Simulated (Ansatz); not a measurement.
# Run report: Ga4AsP3, geometry relaxation (part 2 of 3)

Ga4AsP3 (P-43m, 8 atoms in the cell); DFT, PBE, plane waves, norm-conserving potentials (Ansatz 0.2.0); cutoff 420 eV, 6×6×6 k-mesh, Gaussian smearing of 0.02 eV. The structure was made by a generator, so it may or may not be a known phase. The run did not end well. The settings are looser than a standard set-up, so the numbers are not reference values.

Geometry of the input (Å; fractional positions):
```
5.5638  0.0000  0.0000
0.0000  5.5638  0.0000
0.0000  0.0000  5.5638
Ga 0.7545  0.7545  0.2455
Ga 0.7545  0.2455  0.7545
Ga 0.2455  0.7545  0.7545
Ga 0.2455  0.2455  0.2455
P  0.5000  0.0000  0.0000
P  0.0000  0.5000  0.0000
P  0.0000  0.0000  0.5000
As 0.5000  0.5000  0.5000
```

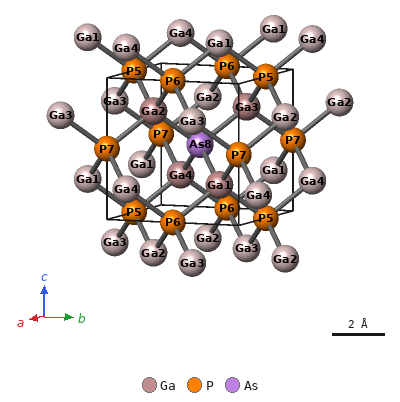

Fig. 1: The geometry at step 9 of the log (ball-and-stick view of the cell of the calculation, seen slightly off an axis; neighbours outside the cell are drawn fainter; atoms are numbered from 1 in the order of the input).

### What the program printed, continued
```
SCF iter   1: F=—  HF=-11178.967830 eV  |F-HF|=—  |Δ(HF+E_count)|=         —  Δρ=2.17e-2  dr2=1.45e-1  ethr=1.76e-4  ⟨swp⟩=1.9  Hψ=3947  notcnv=0
preconditioner: auto → Resta (q_TF=auto, 2.414 Å⁻¹)  ε∞=3.7  [insulator: Δε(μ)=0.070 eV  Ē_g=14.641 eV  σ=0.020 eV  W_gap=0.98  n_scr=32 (ndim 8)  ℏωp=24.1 eV  f_vac=0.032  D(μ)=0.04/eV (n_scr^D=0)  ε∞_Penn≈3.7]
SCF iter   2: F=—  HF=-11178.963058 eV  |F-HF|=—  |Δ(HF+E_count)|=   4.77e-3  Δρ=9.17e-3  dr2=1.38e-2  ethr=1.76e-4  ⟨swp⟩=2.1  Hψ=1876  notcnv=0
SCF iter   3: F=—  HF=-11178.974900 eV  |F-HF|=—  |Δ(HF+E_count)|=   1.18e-2  Δρ=2.57e-3  dr2=1.34e-3  ethr=1.69e-5  ⟨swp⟩=2.5  Hψ=1870  notcnv=0
SCF iter   4: F=—  HF=-11178.976030 eV  |F-HF|=—  |Δ(HF+E_count)|=   1.13e-3  Δρ=5.56e-5  dr2=3.70e-6  ethr=1.64e-6  ⟨swp⟩=2.1  Hψ=1259  notcnv=0
SCF iter   5: F=—  HF=-11178.976017 eV  |F-HF|=—  |Δ(HF+E_count)|=   1.26e-5  Δρ=9.06e-6  dr2=1.61e-7  ethr=9.76e-10  ⟨swp⟩=8.7  Hψ=5072  notcnv=0
SCF iter   6: F=-11178.976017 eV  HF=-11178.976017 eV  |F-HF|=8.39e-9  |Δ(HF+E_count)|=   9.54e-8  Δρ=2.17e-6  dr2=1.39e-8  ethr=1.97e-10  ⟨swp⟩=2.5  Hψ=3294  notcnv=0
SCF 5 converged in 6 iterations: F = -11178.976017 eV  dr2 = 1.39e-8
relax step   5: F+E_penalty+E_count = -11178.97601728 eV  Δ(F+E_penalty+E_count) = +4.360e-1 eV  max|allowed force component| = 5.285e-4 eV/Å  Δτ_max = 0.0077 Å  P = -0.060 GPa  Ω = 170.855 Å³  energy of the carried Pulay correction = +1.095e1 eV  (6 SCF iters, dr2 threshold 8.00e-7 eV, accepted)
Crystal: 8 atoms, lattice volume = 170.847 Å³
iter 1 solved again at ethr=7.60e-9 eV; its pass at ethr=3.10e-3 eV (dr2=6.23e-6 eV) is discarded
SCF iter   1: F=—  HF=-11179.035072 eV  |F-HF|=—  |Δ(HF+E_count)|=         —  Δρ=9.04e-5  dr2=2.61e-6  ethr=7.60e-9  ⟨swp⟩=2.1  Hψ=3768  notcnv=0
preconditioner: auto → Resta (q_TF=auto, 2.414 Å⁻¹)  ε∞=3.7  [insulator: Δε(μ)=0.060 eV  Ē_g=14.640 eV  σ=0.020 eV  W_gap=0.96  n_scr=32 (ndim 8)  ℏωp=24.1 eV  f_vac=0.033  D(μ)=0.09/eV (n_scr^D=0)  ε∞_Penn≈3.7]
SCF iter   2: F=—  HF=-11179.035072 eV  |F-HF|=—  |Δ(HF+E_count)|=   1.91e-7  Δρ=3.83e-5  dr2=2.70e-7  ethr=3.18e-9  ⟨swp⟩=2.0  Hψ=1454  notcnv=0
SCF iter   3: F=—  HF=-11179.035072 eV  |F-HF|=—  |Δ(HF+E_count)|=   1.59e-7  Δρ=1.10e-5  dr2=2.68e-8  ethr=3.29e-10  ⟨swp⟩=2.3  Hψ=1647  notcnv=0
SCF iter   4: F=-11179.035072 eV  HF=-11179.035072 eV  |F-HF|=2.15e-10  |Δ(HF+E_count)|=   1.58e-8  Δρ=3.24e-7  dr2=2.23e-10  ethr=1.09e-11  ⟨swp⟩=5.0  Hψ=3632  notcnv=0
SCF 6 converged in 4 iterations: F = -11179.035072 eV  dr2 = 2.23e-10
relax step   6: F+E_penalty+E_count = -11179.03507221 eV  Δ(F+E_penalty+E_count) = -5.905e-2 eV  max|allowed force component| = 9.542e-5 eV/Å  Δτ_max = 0.0000 Å  P = -0.001 GPa  Ω = 170.847 Å³  energy of the carried Pulay correction = +1.101e1 eV  (4 SCF iters, dr2 threshold 8.92e-9 eV, accepted)
Initial wavefunctions: pseudopotential atomic-orbital guess (no wavefunctions were taken with the density)
iter 1 solved again at ethr=4.36e-5 eV; its pass at ethr=3.10e-3 eV (dr2=3.57e-2 eV) is discarded
SCF iter   1: F=—  HF=-11168.476225 eV  |F-HF|=—  |Δ(HF+E_count)|=         —  Δρ=8.59e-3  dr2=3.87e-2  ethr=4.36e-5  ⟨swp⟩=3.0  Hψ=5972  notcnv=0
preconditioner: auto → Resta (q_TF=auto, 2.414 Å⁻¹)  ε∞=3.7  [insulator: Δε(μ)=0.059 eV  Ē_g=14.539 eV  σ=0.020 eV  W_gap=0.96  n_scr=32 (ndim 8)  ℏωp=24.1 eV  f_vac=0.033  D(μ)=0.10/eV (n_scr^D=0)  ε∞_Penn≈3.7]
SCF iter   2: F=—  HF=-11168.460566 eV  |F-HF|=—  |Δ(HF+E_count)|=   1.57e-2  Δρ=3.95e-3  dr2=7.47e-3  ethr=4.36e-5  ⟨swp⟩=3.0  Hψ=1834  notcnv=0
SCF iter   3: F=—  HF=-11168.456763 eV  |F-HF|=—  |Δ(HF+E_count)|=   3.80e-3  Δρ=2.75e-4  dr2=3.46e-5  ethr=9.11e-6  ⟨swp⟩=2.0  Hψ=1863  notcnv=0
SCF iter   4: F=—  HF=-11168.456742 eV  |F-HF|=—  |Δ(HF+E_count)|=   2.19e-5  Δρ=6.66e-5  dr2=2.06e-6  ethr=4.22e-8  ⟨swp⟩=2.0  Hψ=1816  notcnv=0
SCF iter   5: F=—  HF=-11168.456722 eV  |F-HF|=—  |Δ(HF+E_count)|=   1.98e-5  Δρ=5.93e-6  dr2=5.76e-8  ethr=2.52e-9  ⟨swp⟩=2.0  Hψ=1315  notcnv=0
SCF iter   6: F=—  HF=-11168.456722 eV  |F-HF|=—  |Δ(HF+E_count)|=   1.46e-9  Δρ=1.33e-6  dr2=3.44e-9  ethr=7.03e-11  ⟨swp⟩=2.6  Hψ=1665  notcnv=0
SCF iter   7: F=—  HF=-11168.456722 eV  |F-HF|=—  |Δ(HF+E_count)|=   5.14e-9  Δρ=3.16e-7  dr2=1.84e-10  ethr=4.20e-12  ⟨swp⟩=2.1  Hψ=1443  notcnv=0
SCF iter   8: F=-11168.456722 eV  HF=-11168.456722 eV  |F-HF|=1.27e-11  |Δ(HF+E_count)|=  2.66e-10  Δρ=1.43e-7  dr2=2.54e-11  ethr=1.00e-12  ⟨swp⟩=5.8  Hψ=4337  notcnv=0
SCF 7 converged in 8 iterations: F = -11168.456722 eV  dr2 = 2.54e-11
relax step   7: F+E_penalty+E_count = -11168.45672184 eV  Δ(F+E_penalty+E_count) = +1.058e1 eV  max|allowed force component| = 4.845e-2 eV/Å  Δτ_max = 0.0000 Å  P = -10.498 GPa  Ω = 170.847 Å³  stress off target by 1.05e1 GPa  SCF on the basis re-selected at this cell (its energy is not comparable with the rows above)  (8 SCF iters)
basis re-selected at this cell: Δ(F+E_penalty+E_count) = +1.058e1 eV, ΔP = -10.497 GPa vs the last step (what re-selecting the basis moved, of the pressure what is left beyond the Pulay correction that the steps carried, after the strain that the cell walked since its last selection, with what the two solves' SCF thresholds leave and, on support functions, any second-order correction that the steps lacked; it is no measure of the basis error at this ecutwfc). This SCF's stress stands 1.05e1 GPa from its target on what of the cell is left free (relax.cell.stress_tol is 5.00e-2 GPa) and its largest allowed force component is 4.84e-2 eV/Å (relax.f_tol is 1.00e-2 eV/Å): not within both, so this SCF does not close the relaxation
Crystal: 8 atoms, lattice volume = 169.556 Å³
iter 1 solved again at ethr=3.42e-5 eV; its pass at ethr=3.10e-3 eV (dr2=2.80e-2 eV) is discarded
SCF iter   1: F=—  HF=-11178.855648 eV  |F-HF|=—  |Δ(HF+E_count)|=         —  Δρ=9.92e-3  dr2=3.06e-2  ethr=3.42e-5  ⟨swp⟩=3.8  Hψ=4209  notcnv=0
preconditioner: auto → Resta (q_TF=auto, 2.417 Å⁻¹)  ε∞=3.7  [insulator: Δε(μ)=0.123 eV  Ē_g=14.693 eV  σ=0.020 eV  W_gap=1.00  n_scr=32 (ndim 8)  ℏωp=24.2 eV  f_vac=0.029  D(μ)=0.00/eV (n_scr^D=0)  ε∞_Penn≈3.7]
SCF iter   2: F=—  HF=-11178.851930 eV  |F-HF|=—  |Δ(HF+E_count)|=   3.72e-3  Δρ=4.41e-3  dr2=3.92e-3  ethr=3.42e-5  ⟨swp⟩=2.0  Hψ=1858  notcnv=0
SCF iter   3: F=—  HF=-11178.852982 eV  |F-HF|=—  |Δ(HF+E_count)|=   1.05e-3  Δρ=1.11e-3  dr2=2.57e-4  ethr=4.78e-6  ⟨swp⟩=2.2  Hψ=1512  notcnv=0
SCF iter   4: F=—  HF=-11178.853047 eV  |F-HF|=—  |Δ(HF+E_count)|=   6.51e-5  Δρ=4.48e-5  dr2=2.23e-6  ethr=3.14e-7  ⟨swp⟩=2.5  Hψ=1831  notcnv=0
SCF iter   5: F=-11178.853049 eV  HF=-11178.853049 eV  |F-HF|=3.06e-7  |Δ(HF+E_count)|=   1.35e-6  Δρ=1.03e-5  dr2=3.09e-7  ethr=9.76e-10  ⟨swp⟩=7.0  Hψ=4655  notcnv=0
SCF 8 converged in 5 iterations: F = -11178.853049 eV  dr2 = 3.09e-7
relax step   8: F+E_penalty+E_count = -11178.85304885 eV  Δ(F+E_penalty+E_count) = -1.040e1 eV  max|allowed force component| = 6.638e-3 eV/Å  Δτ_max = 0.0030 Å  P = -5.197 GPa  Ω = 169.556 Å³  energy of the carried Pulay correction = +1.033e1 eV  (5 SCF iters, dr2 threshold 8.00e-7 eV, accepted)
Crystal: 8 atoms, lattice volume = 168.312 Å³
iter 1 solved again at ethr=9.77e-6 eV; its pass at ethr=3.10e-3 eV (dr2=8.01e-3 eV) is discarded
SCF iter   1: F=—  HF=-11188.873391 eV  |F-HF|=—  |Δ(HF+E_count)|=         —  Δρ=5.01e-3  dr2=7.91e-3  ethr=9.77e-6  ⟨swp⟩=2.9  Hψ=3857  notcnv=0
preconditioner: auto → Resta (q_TF=auto, 2.420 Å⁻¹)  ε∞=3.7  [insulator: Δε(μ)=0.205 eV  Ē_g=14.740 eV  σ=0.020 eV  W_gap=1.00  n_scr=32 (ndim 8)  ℏωp=24.3 eV  f_vac=0.027  D(μ)=0.00/eV (n_scr^D=0)  ε∞_Penn≈3.7]
SCF iter   2: F=—  HF=-11188.871016 eV  |F-HF|=—  |Δ(HF+E_count)|=   2.38e-3  Δρ=2.55e-3  dr2=1.76e-3  ethr=9.65e-6  ⟨swp⟩=2.0  Hψ=1416  notcnv=0
SCF iter   3: F=—  HF=-11188.870425 eV  |F-HF|=—  |Δ(HF+E_count)|=   5.91e-4  Δρ=2.02e-4  dr2=1.44e-5  ethr=2.15e-6  ⟨swp⟩=2.8  Hψ=1836  notcnv=0
SCF iter   4: F=—  HF=-11188.870342 eV  |F-HF|=—  |Δ(HF+E_count)|=   8.25e-5  Δρ=2.55e-5  dr2=1.52e-6  ethr=9.76e-10  ⟨swp⟩=8.8  Hψ=5212  notcnv=0
SCF iter   5: F=-11188.870343 eV  HF=-11188.870343 eV  |F-HF|=2.15e-7  |Δ(HF+E_count)|=   1.12e-6  Δρ=8.54e-6  dr2=1.94e-7  ethr=9.76e-10  ⟨swp⟩=5.2  Hψ=3994  notcnv=0
SCF 9 converged in 5 iterations: F = -11188.870343 eV  dr2 = 1.94e-7
relax step   9: F+E_penalty+E_count = -11188.87034347 eV  Δ(F+E_penalty+E_count) = -1.002e1 eV  max|allowed force component| = 4.880e-3 eV/Å  Δτ_max = 0.0002 Å  P = +0.144 GPa  Ω = 168.312 Å³  energy of the carried Pulay correction = +2.033e1 eV  (5 SCF iters, dr2 threshold 8.00e-7 eV, accepted)
Crystal: 8 atoms, lattice volume = 168.345 Å³
iter 1 solved again at ethr=1.98e-7 eV; its pass at ethr=3.10e-3 eV (dr2=1.63e-4 eV) is discarded
SCF iter   1: F=—  HF=-11188.606211 eV  |F-HF|=—  |Δ(HF+E_count)|=         —  Δρ=7.76e-4  dr2=1.81e-4  ethr=1.98e-7  ⟨swp⟩=2.0  Hψ=3667  notcnv=0
preconditioner: auto → Resta (q_TF=auto, 2.420 Å⁻¹)  ε∞=3.7  [insulator: Δε(μ)=0.201 eV  Ē_g=14.718 eV  σ=0.020 eV  W_gap=1.00  n_scr=32 (ndim 8)  ℏωp=24.3 eV  f_vac=0.029  D(μ)=0.00/eV (n_scr^D=0)  ε∞_Penn≈3.7]
SCF iter   2: F=—  HF=-11188.606225 eV  |F-HF|=—  |Δ(HF+E_count)|=   1.36e-5  Δρ=3.32e-4  dr2=1.81e-5  ethr=1.98e-7  ⟨swp⟩=2.1  Hψ=1458  notcnv=0
SCF iter   3: F=—  HF=-11188.606309 eV  |F-HF|=—  |Δ(HF+E_count)|=   8.42e-5  Δρ=9.10e-5  dr2=1.66e-6  ethr=2.21e-8  ⟨swp⟩=2.0  Hψ=1337  notcnv=0
SCF iter   4: F=-11188.606310 eV  HF=-11188.606310 eV  |F-HF|=8.20e-10  |Δ(HF+E_count)|=   1.26e-6  Δρ=1.90e-6  dr2=5.54e-9  ethr=6.31e-11  ⟨swp⟩=4.0  Hψ=4346  notcnv=0
SCF 10 converged in 4 iterations: F = -11188.606310 eV  dr2 = 5.54e-9
relax step  10: F+E_penalty+E_count = -11188.60631012 eV  Δ(F+E_penalty+E_count) = +2.640e-1 eV  max|allowed force component| = 7.951e-4 eV/Å  Δτ_max = 0.0003 Å  P = -0.003 GPa  Ω = 168.345 Å³  energy of the carried Pulay correction = +2.007e1 eV  (4 SCF iters, dr2 threshold 5.17e-8 eV, accepted)
iter 1 solved again at ethr=1.79e-4 eV; its pass at ethr=3.10e-3 eV (dr2=1.47e-1 eV) is discarded
SCF iter   1: F=—  HF=-11167.738284 eV  |F-HF|=—  |Δ(HF+E_count)|=         —  Δρ=1.72e-2  dr2=1.53e-1  ethr=1.79e-4  ⟨swp⟩=2.0  Hψ=5587  notcnv=0
preconditioner: auto → Resta (q_TF=auto, 2.420 Å⁻¹)  ε∞=3.8  [insulator: Δε(μ)=0.201 eV  Ē_g=14.520 eV  σ=0.020 eV  W_gap=1.00  n_scr=32 (ndim 8)  ℏωp=24.3 eV  f_vac=0.029  D(μ)=0.00/eV (n_scr^D=0)  ε∞_Penn≈3.8]
SCF iter   2: F=—  HF=-11167.676124 eV  |F-HF|=—  |Δ(HF+E_count)|=   6.22e-2  Δρ=7.88e-3  dr2=2.93e-2  ethr=1.79e-4  ⟨swp⟩=3.0  Hψ=1853  notcnv=0
SCF iter   3: F=—  HF=-11167.661304 eV  |F-HF|=—  |Δ(HF+E_count)|=   1.48e-2  Δρ=5.60e-4  dr2=1.24e-4  ethr=3.57e-5  ⟨swp⟩=2.0  Hψ=2000  notcnv=0
SCF iter   4: F=—  HF=-11167.661249 eV  |F-HF|=—  |Δ(HF+E_count)|=   5.50e-5  Δρ=1.15e-4  dr2=6.42e-6  ethr=1.51e-7  ⟨swp⟩=2.0  Hψ=1816  notcnv=0
SCF iter   5: F=—  HF=-11167.661350 eV  |F-HF|=—  |Δ(HF+E_count)|=   1.01e-4  Δρ=9.86e-6  dr2=1.96e-7  ethr=7.83e-9  ⟨swp⟩=2.0  Hψ=1318  notcnv=0
SCF iter   6: F=—  HF=-11167.661350 eV  |F-HF|=—  |Δ(HF+E_count)|=   2.89e-8  Δρ=2.06e-6  dr2=6.87e-9  ethr=2.39e-10  ⟨swp⟩=2.0  Hψ=1349  notcnv=0
SCF iter   7: F=—  HF=-11167.661350 eV  |F-HF|=—  |Δ(HF+E_count)|=   1.02e-8  Δρ=5.36e-7  dr2=5.49e-10  ethr=8.38e-12  ⟨swp⟩=2.2  Hψ=1755  notcnv=0
SCF iter   8: F=-11167.661350 eV  HF=-11167.661350 eV  |F-HF|=1.82e-12  |Δ(HF+E_count)|=  5.49e-10  Δρ=2.18e-7  dr2=5.67e-11  ethr=1.00e-12  ⟨swp⟩=6.2  Hψ=4657  notcnv=0
SCF 11 converged in 8 iterations: F = -11167.661350 eV  dr2 = 5.67e-11
relax step  11: F+E_penalty+E_count = -11167.66135027 eV  Δ(F+E_penalty+E_count) = +2.094e1 eV  max|allowed force component| = 9.168e-2 eV/Å  Δτ_max = 0.0000 Å  P = -9.783 GPa  Ω = 168.345 Å³  stress off target by 9.78e0 GPa  SCF on the basis re-selected at this cell (its energy is not comparable with the rows above)  (8 SCF iters)
basis re-selected at this cell: Δ(F+E_penalty+E_count) = +2.094e1 eV, ΔP = -9.780 GPa vs the last step (what re-selecting the basis moved, of the pressure what is left beyond the Pulay correction that the steps carried, after the strain that the cell walked since its last selection, with what the two solves' SCF thresholds leave and, on support functions, any second-order correction that the steps lacked; it is no measure of the basis error at this ecutwfc). This SCF's stress stands 9.78e0 GPa from its target on what of the cell is left free (relax.cell.stress_tol is 5.00e-2 GPa) and its largest allowed force component is 9.17e-2 eV/Å (relax.f_tol is 1.00e-2 eV/Å): not within both, so this SCF does not close the relaxation
Crystal: 8 atoms, lattice volume = 166.111 Å³
Basis set: ecut = 420 eV, 3239 PW (Γ)
iter 1 solved again at ethr=4.75e-5 eV; its pass at ethr=3.10e-3 eV (dr2=3.90e-2 eV) is discarded
SCF iter   1: F=—  HF=-11185.919849 eV  |F-HF|=—  |Δ(HF+E_count)|=         —  Δρ=1.14e-2  dr2=3.96e-2  ethr=4.75e-5  ⟨swp⟩=2.6  Hψ=4102  notcnv=0
preconditioner: auto → Resta (q_TF=auto, 2.425 Å⁻¹)  ε∞=3.7  [insulator: Δε(μ)=0.313 eV  Ē_g=14.808 eV  σ=0.020 eV  W_gap=1.00  n_scr=32 (ndim 8)  ℏωp=24.4 eV  f_vac=0.025  D(μ)=0.00/eV (n_scr^D=0)  ε∞_Penn≈3.7]
SCF iter   2: F=—  HF=-11185.911192 eV  |F-HF|=—  |Δ(HF+E_count)|=   8.66e-3  Δρ=5.51e-3  dr2=7.21e-3  ethr=4.75e-5  ⟨swp⟩=2.1  Hψ=1793  notcnv=0
SCF iter   3: F=—  HF=-11185.910312 eV  |F-HF|=—  |Δ(HF+E_count)|=   8.79e-4  Δρ=8.39e-4  dr2=1.62e-4  ethr=8.79e-6  ⟨swp⟩=2.8  Hψ=1771  notcnv=0
SCF iter   4: F=—  HF=-11185.910335 eV  |F-HF|=—  |Δ(HF+E_count)|=   2.27e-5  Δρ=6.56e-5  dr2=5.57e-6  ethr=1.98e-7  ⟨swp⟩=2.0  Hψ=1263  notcnv=0
SCF iter   5: F=-11185.910340 eV  HF=-11185.910339 eV  |F-HF|=7.73e-7  |Δ(HF+E_count)|=   3.96e-6  Δρ=1.52e-5  dr2=5.89e-7  ethr=9.76e-10  ⟨swp⟩=7.7  Hψ=4818  notcnv=0
SCF 12 converged in 5 iterations: F = -11185.910340 eV  dr2 = 5.89e-7
relax step  12: F+E_penalty+E_count = -11185.91033964 eV  Δ(F+E_penalty+E_count) = -1.825e1 eV  max|allowed force component| = 4.803e-2 eV/Å  Δτ_max = 0.0025 Å  P = -4.650 GPa  Ω = 166.111 Å³  energy of the carried Pulay correction = +1.815e1 eV  (5 SCF iters, dr2 threshold 8.00e-7 eV, accepted)
Crystal: 8 atoms, lattice volume = 164.137 Å³
Basis set: ecut = 420 eV, 3191 PW (Γ)
iter 1 solved again at ethr=4.18e-5 eV; its pass at ethr=3.10e-3 eV (dr2=3.43e-2 eV) is discarded
```
